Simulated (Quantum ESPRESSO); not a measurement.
# SiC (Moissanite 3C): phonon deformation potentials, worked out

How far does biaxial strain in the (001) plane shift the zone-centre optical mode of SiC (Moissanite 3C)?

Calculated with Quantum ESPRESSO 7.5; DFT LDA, scalar-relativistic, plane waves, PseudoDojo norm-conserving pseudopotentials.

### 1. Set-up

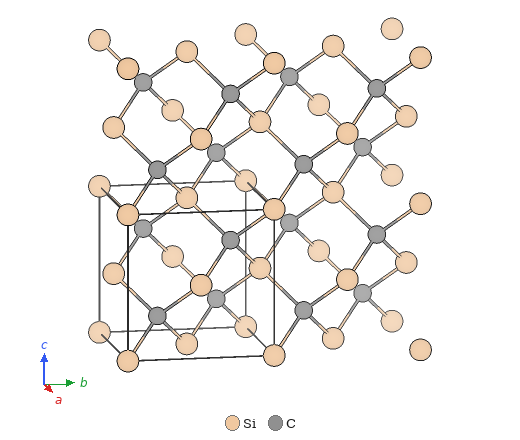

Start, viewed slightly off an axis; silicon light orange, carbon grey. 1×2×2 cells are drawn. This picture shows the conventional cell, with its axes. Bonds to atoms that aren't drawn are left out. Some periodic images of atoms are drawn too.

This is the cell after its relaxation at this level of theory, not the database cell from which that began.

### 2. Uniaxial strain

The relaxed cell is stretched along z alone. This keeps all atoms on sites fixed by symmetry and splits the threefold mode into a singlet, polarised along z, and a doublet. The macroscopic field is left out, so these are transverse modes. Cutoff 90 Ry, k mesh 12×12×12.

From the response at ε_zz = 0.01:

What it wrote:

```text
[banners, grids, parts of the stress and lines that vanish by symmetry left out]
Program PHONON v.7.5
     Reading xml data from directory:

[...]
Exchange-correlation= PW
                           (   1   4   0   0   0   0   0)
[...]
kinetic-energy cut-off    =      90.0000  Ry
     charge density cut-off    =     360.0000  Ry
     convergence threshold     =      1.0E-18
[...]
Exchange-correlation= PW
                           (   1   4   0   0   0   0   0)
[...]
q = (   0.0000000   0.0000000   0.0000000 )
      9 Sym.Ops. (with q -> -q+G )
     G cutoff =  307.7036  (  15929 G-vectors)     FFT grid: ( 36, 36, 36)
     number of k points=   163
[...]
Mode symmetry, D_2d (-42m) point group:
[...]
Representation #   1 mode #   1
[...]
End of self-consistent calculation
     Convergence has been achieved
     Representation #   2 mode #   2
[...]
End of self-consistent calculation
     Convergence has been achieved
     Representation #   3 modes #   3   4
[...]
End of self-consistent calculation
     Convergence has been achieved
     Representation #   4 modes #   5   6
[...]
End of self-consistent calculation
     Convergence has been achieved
[...]
q = (    0.000000000   0.000000000   0.000000000 )
[...]
freq (    1) =       0.016289 [THz] =       0.543348 [cm-1]
     freq (    2) =       0.016289 [THz] =       0.543348 [cm-1]
     freq (    3) =       0.018382 [THz] =       0.613145 [cm-1]
     freq (    4) =      23.637678 [THz] =     788.468057 [cm-1]
     freq (    5) =      23.637678 [THz] =     788.468057 [cm-1]
     freq (    6) =      23.692458 [THz] =     790.295343 [cm-1]
[...]
Mode symmetry, D_2d (-42m) point group:
     freq (   1-   2) =          0.5  [cm-1]   --> E    X_5  W_3   I+R
     freq (   3-   3) =          0.6  [cm-1]   --> B_2  X_3  W_2   I+R
     freq (   4-   5) =        788.5  [cm-1]   --> E    X_5  W_3   I+R
     freq (   6-   6) =        790.3  [cm-1]   --> B_2  X_3  W_2   I+R

   JOB DONE.
```

| ε_zz | singlet (cm⁻¹) | doublet (cm⁻¹) | σ_zz (GPa) | σ_xx (GPa) |
| --- | --- | --- | --- | --- |
| -0.01 | 805.52 | 807.84 | -4.062 | -1.476 |
| -0.005 | 801.85 | 802.95 | -2.029 | -0.725 |
| 0 | 798.10 | 798.10 | -0.006 | -0.006 |
| 0.005 | 794.24 | 793.27 | 2.006 | 0.682 |
| 0.01 | 790.30 | 788.47 | 4.006 | 1.341 |

Stress is counted positive in tension.

### 3. The fit

To first order ω² − ω₀² = p ε_zz + q (ε_xx + ε_yy) for the mode along z, and likewise for x and y. With ε_zz alone the singlet gives p and the doublet q.

The linear terms of parabolas through ω² are p = -1.91 ω₀² and q = -2.43 ω₀², with ω₀ = 798.1 cm⁻¹. Those of the stresses are C11 = 403 GPa and C12 = 141 GPa. Under hydrostatic strain p and q imply γ = −(p + 2q)/(6 ω₀²) = 1.13.

A layer held to an in-plane strain ε and free along z takes ε_zz = −2 (C12/C11) ε = -0.698 ε. To first order the singlet then shifts by (q − p C12/C11) ε / ω₀ = -1406 ε cm⁻¹. For ε = 0.004, ε_zz = -0.00279, the formulas for ω² predict 792.46 cm⁻¹ for the singlet and 793.87 cm⁻¹ for the doublet.

### 4. A biaxially strained cell

This run was no part of the fit.

What it wrote:

```text
[banners, grids, parts of the stress and lines that vanish by symmetry left out]
[banner, memory and clock lines left out]
Program PHONON v.7.5

[...]
Exchange-correlation= PW
                           (   1   4   0   0   0   0   0)
[...]
kinetic-energy cut-off    =      90.0000  Ry
     charge density cut-off    =     360.0000  Ry
     convergence threshold     =      1.0E-18
[...]
Exchange-correlation= PW
                           (   1   4   0   0   0   0   0)
[...]
q = (   0.0000000   0.0000000   0.0000000 )
      9 Sym.Ops. (with q -> -q+G )
     G cutoff =  305.0142  (  15889 G-vectors)     FFT grid: ( 36, 36, 36)
     number of k points=   163
[...]
Mode symmetry, D_2d (-42m) point group:
[...]
Representation #   1 mode #   1
[...]
End of self-consistent calculation
     Convergence has been achieved
     Representation #   2 mode #   2
[...]
End of self-consistent calculation
     Convergence has been achieved
     Representation #   3 modes #   3   4
[...]
End of self-consistent calculation
     Convergence has been achieved
     Representation #   4 modes #   5   6
[...]
End of self-consistent calculation
     Convergence has been achieved
[...]
q = (    0.000000000   0.000000000   0.000000000 )
[...]
freq (    1) =       0.032018 [THz] =       1.068015 [cm-1]
     freq (    2) =       0.032018 [THz] =       1.068015 [cm-1]
     freq (    3) =       0.033235 [THz] =       1.108599 [cm-1]
     freq (    4) =      23.758553 [THz] =     792.500014 [cm-1]
     freq (    5) =      23.798620 [THz] =     793.836522 [cm-1]
     freq (    6) =      23.798620 [THz] =     793.836522 [cm-1]
[...]
Mode symmetry, D_2d (-42m) point group:
     freq (   1-   1) =          1.1  [cm-1]   --> B_2  X_3  W_2   I+R
     freq (   2-   3) =          1.1  [cm-1]   --> E    X_5  W_3   I+R
     freq (   4-   4) =        792.5  [cm-1]   --> B_2  X_3  W_2   I+R
     freq (   5-   6) =        793.8  [cm-1]   --> E    X_5  W_3   I+R
```

| mode | predicted (cm⁻¹) | run (cm⁻¹) |
| --- | --- | --- |
| singlet | 792.46 | 792.50 |
| doublet | 793.87 | 793.84 |

The stress along z is 0.000 GPa and that in the plane 1.756 GPa; the unstrained cell carries -0.006 GPa.

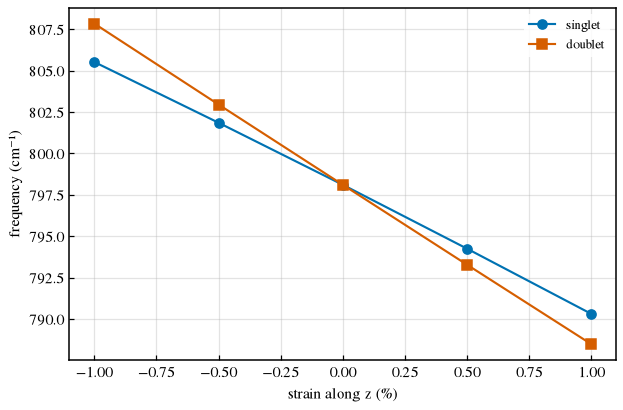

The two components under uniaxial strain.

### 5. Results

```
p (in units of the squared frequency)           : -1.907
q (same units)                                  : -2.427
shift of the singlet per unit of biaxial strain : -1406 cm⁻¹
C11 and C12                                     : 403 and 141 GPa
```

In words: To first order, one per cent of tensile biaxial strain moves the singlet of SiC (Moissanite 3C) by -14.1 cm⁻¹ and the doublet by -10.5 cm⁻¹; the formulas miss the test run by up to 0.04 cm⁻¹. In backscattering from (001) the mode polarised along z is the one seen in diamond and zinc-blende crystals; in a polar crystal it is the LO mode, whose potentials differ somewhat from these. The third potential, r, needs shear strain and a relaxation of the atoms, which was not run. These are harmonic values at zero temperature.

[Host names and launcher messages were left out of these logs when they were recorded.]

[Logs are printed without paths, hosts, clocks, repeated set-up lines and the standing remarks that a program may print on its own settings, such as how far it seeks lower states.]

[Hosts, paths, dates, database ids (printed as entryN), source tags and the programs' standing remarks are cut or masked in the printed files.]
